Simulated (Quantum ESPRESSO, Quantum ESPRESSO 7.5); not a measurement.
## 2H-WSe2, 1 layer, stepped through the share of short-range exact exchange

What law, if any, do the results for 2H-WSe2, 1 layer follow against the share of short-range exact exchange?

Calculated with Quantum ESPRESSO 7.5; plane-wave DFT, PBE, SG15 norm-conserving pseudopotentials (geometry by pw.x at PBE, GBRV ultrasoft).

### 1. The starting structure

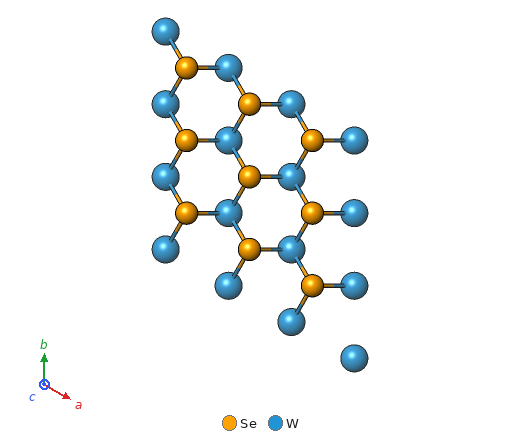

The cell as given, from above (selenium orange, tungsten blue). 3×3×1 cells are drawn. Bonds to atoms that aren't drawn are left out. Some periodic images of atoms are drawn too.

The cell holds 3 atoms: 2 Se and 1 W. Cell: a = 3.320 Å, b = 3.320 Å, c = 18.740 Å, α = 90.0°, β = 90.0°, γ = 120.0°. It derives from WSe2. Vacuum lies along c.

Set-up: Cell and atoms are relaxed under PBE (GBRV files) and held. Screened hybrids with norm-conserving files, screening 0.106 per bohr, fixed occupations, a 9×9×1 mesh with exchange on 3×3×1 q points. Levels count from the potential in the middle of the vacuum.

Members 0.15, 0.2 and 0.25 took the same steps and show in the table alone.

### 2. Variable-cell relaxation of the reference

What the set-up leaves free in this member is relaxed.

ref.relax.in

```
&control
  prefix = 'ref.relax'
  outdir = './out'
  pseudo_dir = './pseudo'
  nstep = 80
  forc_conv_thr = 0.0004
  calculation = 'vc-relax'
  etot_conv_thr = 1e-06
/
&system
  ibrav = 0
  nat = 3
  ntyp = 2
  ecutwfc = 50
  ecutrho = 250
  occupations = 'smearing'
  smearing = 'fd'
  degauss = 0.004
/
&electrons
  conv_thr = 1e-09
  mixing_beta = 0.4
  electron_maxstep = 120
  mixing_mode = 'plain'
/
&ions
/
&cell
  cell_dofree = '2Dxy'
  press_conv_thr = 0.3
/
ATOMIC_SPECIES
  Se  78.9710  se_pbe_v1.uspp.F.UPF
  W   183.8400  w_pbe_v1.2.uspp.F.UPF
CELL_PARAMETERS angstrom
  3.32000000000000 0.00000000000000 0.00000000000000
  -1.66000000000000 2.87520434056434 0.00000000000000
  0.00000000000000 0.00000000000000 18.74034793390490
ATOMIC_POSITIONS crystal
  Se  0.333333333300 0.666666666700 0.400206016796
  W   0.000000000000 0.000000000000 0.500000000000
  Se  0.333333333300 0.666666666700 0.599793983204
K_POINTS automatic
  12 12 1 0 0 0
```

Command:

```bash
$ OMP_NUM_THREADS=1 mpirun -n 4 pw.x -nk 4 -in ref.relax.in > ref.relax.out
```

Log:

```text
Program PWSCF v.7.5 starts
[citation notice left out]

     Parallel version (MPI & OpenMP), running on       4 processor cores
     Number of MPI processes:                 4
     Threads/MPI process:                     1

     MPI processes distributed on     1 nodes
[...]
Current dimensions of program PWSCF are:
     Max number of different atomic species (ntypx) = 10
     Max number of k-points (npk) =  40000
     Max angular momentum in pseudopotentials (lmaxx) =  4
     Message from routine setup:
     using ibrav=0 with symmetry is DISCOURAGED, use correct ibrav instead

     K-points division:     npool     =       4
     Subspace diagonalization in iterative solution of the eigenvalue problem:
     a serial algorithm will be used

     G-vector sticks info
     --------------------
     sticks:   dense  smooth     PW     G-vecs:    dense   smooth      PW
     Sum         673     547    163                80543    57621    9501

     Using Slab Decomposition

     bravais-lattice index     =            0
     lattice parameter (alat)  =       6.2739  a.u.
     unit-cell volume          =    1207.2051 (a.u.)^3
     number of atoms/cell      =            3
     number of atomic types    =            2
     number of electrons       =        26.00
     number of Kohn-Sham states=           17
     kinetic-energy cutoff     =      50.0000  Ry
     charge density cutoff     =     250.0000  Ry
     scf convergence threshold =      1.0E-09
     mixing beta               =       0.4000
     number of iterations used =            8  plain     mixing
     energy convergence thresh.=      1.0E-06
     force convergence thresh. =      4.0E-04
     press convergence thresh. =      3.0E-01
     Exchange-correlation= SLA  PW   PBE  PBE
                           (   1   4   3   4   0   0   0)
     nstep                     =           80

     celldm(1)=   6.273891  celldm(2)=   0.000000  celldm(3)=   0.000000
     celldm(4)=   0.000000  celldm(5)=   0.000000  celldm(6)=   0.000000

     crystal axes: (cart. coord. in units of alat)
               a(1) = (   1.000000   0.000000   0.000000 )
               a(2) = (  -0.500000   0.866025   0.000000 )
               a(3) = (   0.000000   0.000000   5.644683 )

     reciprocal axes: (cart. coord. in units 2 pi/alat)
               b(1) = (  1.000000  0.577350 -0.000000 )
               b(2) = (  0.000000  1.154701  0.000000 )
               b(3) = (  0.000000 -0.000000  0.177158 )

     PseudoPot. # 1 for Se read from file:
     ./pseudo/se_pbe_v1.uspp.F.UPF
     Pseudo is Ultrasoft + core correction, Zval =  6.0
     Generated by new atomic code, or converted to UPF format
     Using radial grid of  877 points,  6 beta functions with:
                l(1) =   0
                l(2) =   0
                l(3) =   1
                l(4) =   1
                l(5) =   2
                l(6) =   2
     Q(r) pseudized with  8 coefficients,  rinner =    1.300   1.300   1.300
                                                       1.300   1.300

     PseudoPot. # 2 for W  read from file:
     ./pseudo/w_pbe_v1.2.uspp.F.UPF
     Pseudo is Ultrasoft + core correction, Zval = 14.0
     Generated by new atomic code, or converted to UPF format
     Using radial grid of  923 points,  8 beta functions with:
                l(1) =   0
                l(2) =   0
                l(3) =   0
                l(4) =   1
                l(5) =   1
                l(6) =   2
                l(7) =   2
                l(8) =   3
     Q(r) pseudized with  6 coefficients,  rinner =    1.350   1.350   1.350
                                                       1.350   1.350   1.350
                                                       1.350

     atomic species   valence    mass     pseudopotential
     Se                6.00    78.97100     Se( 1.00)
     W                14.00   183.84000     W ( 1.00)

     12 Sym. Ops. (no inversion) found

   Cartesian axes

     site n.     atom                  positions (alat units)
         1        Se     tau(   1) = (  -0.0000000   0.5773503   2.2590361  )
         2        W      tau(   2) = (   0.0000000   0.0000000   2.8223416  )
         3        Se     tau(   3) = (  -0.0000000   0.5773503   3.3856470  )

     number of k points=    19  Fermi-Dirac smearing, width (Ry)=  0.0040
                       cart. coord. in units 2pi/alat
        k(    1) = (   0.0000000   0.0000000   0.0000000), wk =   0.0138889
        k(    2) = (   0.0000000   0.0962250   0.0000000), wk =   0.0833333
        k(    3) = (   0.0000000   0.1924501   0.0000000), wk =   0.0833333
        k(    4) = (   0.0000000   0.2886751   0.0000000), wk =   0.0833333
        k(    5) = (   0.0000000   0.3849002   0.0000000), wk =   0.0833333
        k(    6) = (   0.0000000   0.4811252   0.0000000), wk =   0.0833333
        k(    7) = (   0.0000000  -0.5773503   0.0000000), wk =   0.0416667
        k(    8) = (   0.0833333   0.1443376   0.0000000), wk =   0.0833333
        k(    9) = (   0.0833333   0.2405626   0.0000000), wk =   0.1666667
        k(   10) = (   0.0833333   0.3367877   0.0000000), wk =   0.1666667
[...]
k(   19) = (   0.3333333   0.5773503   0.0000000), wk =   0.0277778

     Dense  grid:    80543 G-vectors     FFT dimensions: (  32,  32, 180)

     Smooth grid:    57621 G-vectors     FFT dimensions: (  30,  30, 160)

     Estimated max dynamical RAM per process >     203.55 MB

     Estimated total dynamical RAM >     755.20 MB

     Check: negative core charge=   -0.000001

     Initial potential from superposition of free atoms

     starting charge      25.8995, renormalised to      26.0000

     negative rho (up, down):  6.201E-02 0.000E+00
     Starting wfcs are   21 randomized atomic wfcs

     total cpu time spent up to now is        1.8 secs

     per-process dynamical memory:    74.7 Mb

     Self-consistent Calculation

     iteration #  1     ecut=    50.00 Ry     beta= 0.40
     Davidson diagonalization with overlap
     ethr =  1.00E-02,  avg # of iterations =  2.0

     Threshold (ethr) on eigenvalues was too large:
     Diagonalizing with lowered threshold

     Davidson diagonalization with overlap
     ethr =  2.67E-04,  avg # of iterations =  1.9

     negative rho (up, down):  6.320E-02 0.000E+00

     total cpu time spent up to now is        4.5 secs

     total energy              =    -246.42280072 Ry
     estimated scf accuracy    <       0.08369507 Ry

     iteration #  2     ecut=    50.00 Ry     beta= 0.40
[...]
Se               0.3333333333        0.6666666667        0.5940221683

[...]
NEW-OLD atomic charge density approx. for the potential
     New effective cutoffs (rho, wfc):  254.05   50.89

     negative rho (up, down):  6.537E-02 0.000E+00

     total cpu time spent up to now is       40.5 secs

     per-process dynamical memory:    80.7 Mb

     Self-consistent Calculation

     iteration #  1     ecut=    50.00 Ry     beta= 0.40
     Davidson diagonalization with overlap
     ethr =  1.00E-06,  avg # of iterations =  8.6

     negative rho (up, down):  6.535E-02 0.000E+00

     total cpu time spent up to now is       43.5 secs

     total energy              =    -246.46227370 Ry
     estimated scf accuracy    <       0.00268569 Ry

[...]
iteration #  8     ecut=    50.00 Ry     beta= 0.40
[...]
negative rho (up, down):  6.530E-02 0.000E+00

[...]
End of self-consistent calculation

[...]
the Fermi energy is     1.1717 ev

!    total energy              =    -246.46329662 Ry
     estimated scf accuracy    <          4.5E-10 Ry
     smearing contrib. (-TS)   =      -0.00000002 Ry
     internal energy E=F+TS    =    -246.46329660 Ry

     The total energy is F=E-TS. E is the sum of the following terms:
     one-electron contribution =    -894.84654090 Ry
     hartree contribution      =     448.28294987 Ry
     xc contribution           =    -100.59673018 Ry
     ewald contribution        =     300.69702461 Ry

     convergence has been achieved in   8 iterations

     negative rho (up, down):  6.530E-02 0.000E+00

     Forces acting on atoms (cartesian axes, Ry/au):

     atom    1 type  1   force =     0.00000000    0.00000000    0.04308342
     atom    2 type  2   force =     0.00000000    0.00000000    0.00000000
     atom    3 type  1   force =     0.00000000    0.00000000   -0.04308342

     Total force =     0.060929     Total SCF correction =     0.000042

     Computing stress (Cartesian axis) and pressure

     negative rho (up, down):  6.530E-02 0.000E+00
          total   stress  (Ry/bohr**3)                   (kbar)     P=      -15.88
  -0.00003910   0.00000000   0.00000000           -5.75        0.00        0.00
   0.00000000  -0.00003910   0.00000000            0.00       -5.75        0.00
  -0.00000000   0.00000000  -0.00024558           -0.00        0.00      -36.13

     Energy error            =      1.3E-02 Ry
     Gradient error          =      4.3E-02 Ry/Bohr
     Cell gradient error     =      5.8E+00 kbar

     number of scf cycles    =   3
     number of bfgs steps    =   2

     enthalpy           old  =    -246.4498463217 Ry
     enthalpy           new  =    -246.4632966155 Ry

     CASE: enthalpy          _new < enthalpy          _old

     new trust radius        =       0.1438598986 bohr
     new conv_thr            =       0.0000000010 Ry

     new unit-cell volume =   1176.30994 a.u.^3 (   174.31115 Ang^3 )
     density =      3.25592 g/cm^3

CELL_PARAMETERS (angstrom)
   3.277241472  -0.000000000   0.000000000
  -1.638620736   2.838174369   0.000000000
   0.000000000   0.000000000  18.740347934

ATOMIC_POSITIONS (crystal)
Se               0.3333333333        0.6666666667        0.4100400497
W                0.0000000000        0.0000000000        0.5000000000
Se               0.3333333333        0.6666666667        0.5899599503

[...]
NEW-OLD atomic charge density approx. for the potential
     New effective cutoffs (rho, wfc):  255.96   51.30

     negative rho (up, down):  6.525E-02 0.000E+00

     total cpu time spent up to now is       58.1 secs

     per-process dynamical memory:    80.7 Mb

[...]
!    total energy              =    -246.46862889 Ry
[...]
Total force =     0.009416     Total SCF correction =     0.000002
[...]
number of bfgs steps    =   3
[...]
new trust radius        =       0.0210155168 bohr
[...]
!    total energy              =    -246.46904647 Ry
[...]
Total force =     0.003689     Total SCF correction =     0.000004
[...]
number of bfgs steps    =   4
[...]
new trust radius        =       0.0151503511 bohr
[...]
!    total energy              =    -246.46927540 Ry
[...]
Total force =     0.005888     Total SCF correction =     0.000000
[...]
number of bfgs steps    =   5
[...]
new trust radius        =       0.0166653862 bohr
[...]
!    total energy              =    -246.46949408 Ry
[...]
Total force =     0.005477     Total SCF correction =     0.000005
[...]
number of bfgs steps    =   6
[...]
new trust radius        =       0.0249980793 bohr
[...]
!    total energy              =    -246.46970212 Ry
[...]
Total force =     0.002837     Total SCF correction =     0.000000
[...]
number of bfgs steps    =   7
[...]
new trust radius        =       0.0142062771 bohr
[...]
!    total energy              =    -246.46973929 Ry
[...]
Total force =     0.000351     Total SCF correction =     0.000014
[...]
number of bfgs steps    =   8
[...]
new trust radius        =       0.0005029389 bohr
[...]
!    total energy              =    -246.46973945 Ry
[...]
Total force =     0.000089     Total SCF correction =     0.000001
[...]
Self-consistent Calculation

     iteration #  1     ecut=    50.00 Ry     beta= 0.40
     Davidson diagonalization with overlap
     ethr =  1.00E-06,  avg # of iterations = 12.5

     negative rho (up, down):  6.316E-02 0.000E+00

     total cpu time spent up to now is      172.4 secs

     total energy              =    -246.46016143 Ry
     estimated scf accuracy    <       0.08080018 Ry

[...]
iteration # 12     ecut=    50.00 Ry     beta= 0.40
[...]
negative rho (up, down):  6.560E-02 0.000E+00

[...]
End of self-consistent calculation

          k = 0.0000 0.0000 0.0000 (  7117 PWs)   bands (ev):

   -73.7744 -37.9945 -37.8868 -37.8868 -14.3817 -13.1540  -5.8158  -2.0106
    -2.0106  -1.8430  -0.9062  -0.9062  -0.0150   3.2207   3.2207   3.3815
     3.3815

          k = 0.0000 0.0963 0.0000 (  7135 PWs)   bands (ev):

   -73.7738 -37.9919 -37.9010 -37.8901 -14.2809 -13.1030  -5.6848  -2.3217
    -2.0775  -1.9128  -1.0787  -0.8676  -0.0474   2.9478   2.9866   3.2508
     3.3977

          k = 0.0000 0.1926 0.0000 (  7158 PWs)   bands (ev):

   -73.7722 -37.9846 -37.9397 -37.8993 -13.9923 -12.9574  -5.3209  -3.0713
    -2.5956  -1.6423  -1.4828  -1.0077  -0.2250   2.3956   2.8028   2.9550
     3.7952

          k = 0.0000 0.2888 0.0000 (  7174 PWs)   bands (ev):

   -73.7700 -37.9922 -37.9746 -37.9117 -13.5587 -12.7410  -4.8668  -3.9165
    -3.2668  -1.9336  -1.3454  -1.2719  -0.6037   2.2411   2.6805   3.0460
     4.1922

          k = 0.0000 0.3851 0.0000 (  7188 PWs)   bands (ev):

   -73.7677 -38.0441 -37.9645 -37.9241 -13.0620 -12.4994  -5.0834  -4.0820
    -3.9754  -2.3121  -1.6253  -0.9196  -0.8874   2.4454   2.5670   3.4977
     4.4691

          k = 0.0000 0.4814 0.0000 (  7210 PWs)   bands (ev):

   -73.7661 -38.0817 -37.9572 -37.9332 -12.6384 -12.3019  -5.6988  -4.5186
    -3.8744  -2.5576  -1.7725  -0.8081  -0.6939   2.6194   2.7970   3.8658
     4.6141

[...]
the Fermi energy is     1.0913 ev

!    total energy              =    -246.46973403 Ry
     estimated scf accu
[key lines of the parts left out:]
convergence has been achieved in   6 iterations
```

The job ended after 3.2 min (4 MPI ranks of Arm Neoverse V1, shared host; peak memory 0.9 GiB).

Step by step:

```csv
step,energy less that of the first step (eV),largest force (eV/Å),volume (Å³)
1,0.0000,2.5026,178.89
2,-0.2503,1.8988,177.26
3,-0.4333,1.1077,175.74
4,-0.5059,0.1712,174.31
5,-0.5115,0.0671,175.06
6,-0.5147,0.1070,175.83
7,-0.5176,0.0996,176.68
8,-0.5205,0.0516,177.97
9,-0.5210,0.0064,178.70
10,-0.5210,0.0016,178.69
11,-0.5209,0.0016,178.69
```

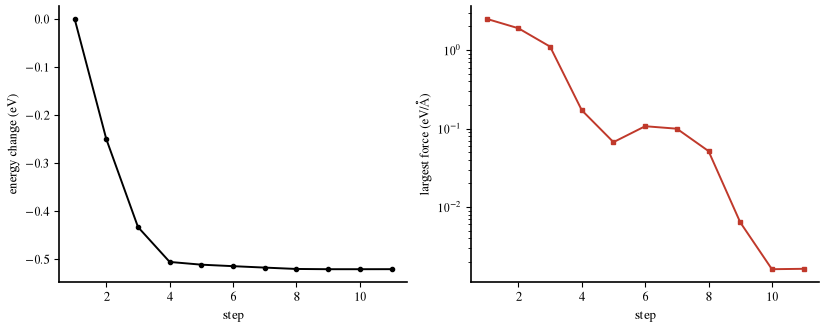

Energy and largest force along the relaxation.

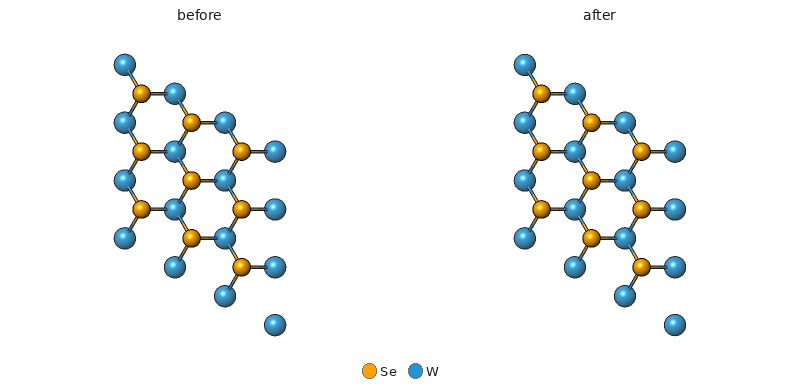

Before and after, at one scale. Bonds to atoms that aren't drawn are left out.

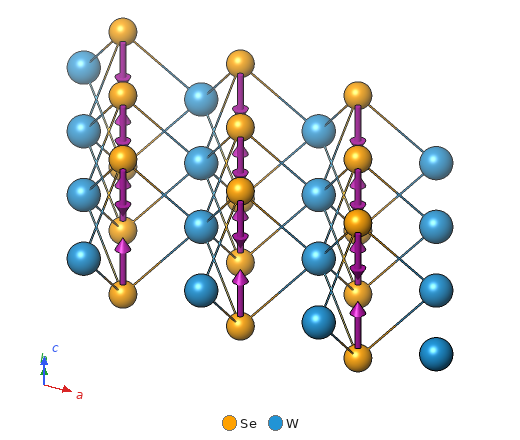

Displacements in the relaxation, exaggerated, measured against the changing cell; the longest in the cell stands for 0.19 Å. Bonds to atoms that aren't drawn are left out. 3×3×1 cells are drawn. Some periodic images of atoms are drawn too.

```csv
cell as run,before,after,change
a (Å),3.320,3.318,-0.1 %
b (Å),3.320,3.318,-0.1 %
```

The atoms that moved most (Å, along periodic axes as changes of fractional coordinates times the final cell, across vacuum about the mean position):

```csv
atom,dx,dy,dz,length
Se3,0.000,0.000,-0.190,0.190
Se1,0.000,0.000,0.190,0.190
```

Final coordinates:

```
CELL_PARAMETERS angstrom
3.31816 0.00000 0.00000
-1.65908 2.87361 0.00000
0.00000 0.00000 18.74035
ATOMIC_POSITIONS crystal
Se 0.33333 0.66667 0.41033
W 0.00000 0.00000 0.50000
Se 0.33333 0.66667 0.58967
```

 The last row is no step: it is a fresh SCF in the final cell with a new plane-wave basis, +0 meV from the row before.

Read from the output:

| Quantity | Value |
| --- | --- |
| free energy | -3353.3916 eV |
| Fermi energy | 1.091 eV |

[end of part 1 of 3]

[Logs are printed without paths, hosts, clocks, repeated set-up lines and the standing remarks that a program may print on its own settings, such as how far it seeks lower states.]

[Hosts, paths, dates, database ids (printed as entryN), source tags and the programs' standing remarks are cut or masked in the printed files.]

[Maps of the electrostatic potential energy from Ansatz leave out the sawtooth potential of an applied field or a dipole correction, so their vacuum need not be flat; planar profiles and work functions include it.]
